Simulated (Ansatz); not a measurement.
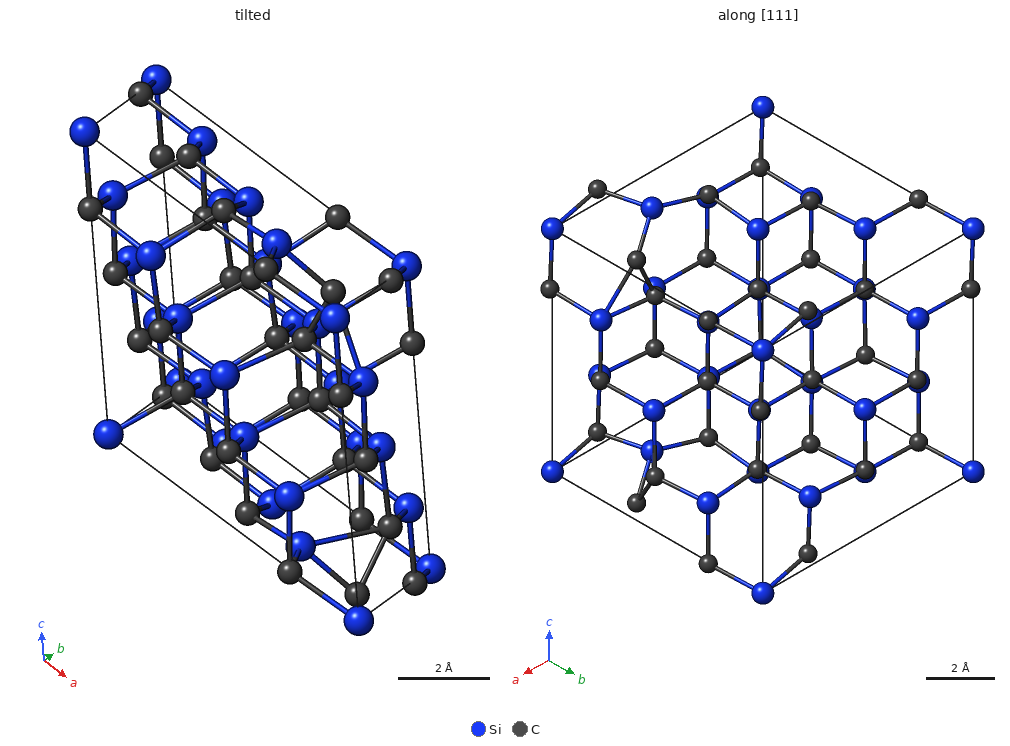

We look at a ball-and-stick model of the crystal slightly off an axis and along [111]. Thin lines show the simulation cell, with boundary atoms drawn in all their periodic places. A few atoms beyond the faces are included. Cell: a = 7.586 Å, b = 7.586 Å, c = 7.586 Å, α = 109.47°, β = 109.47°, γ = 109.47°.

What can be read from this drawing?

- Composition: Si$_{16}$C$_{17}$.
- The cell has no symmetry but its translations (space group P1).
- The cell has 33 atoms, namely 16 Si, 17 C.

The structure was taken from a structure listed in the Materials Project, repeated into a supercell with a point defect put in. The atoms were relaxed in a fixed cell with DFT PBE, scalar-relativistic, plane waves, PAW (Ansatz 0.2.0).
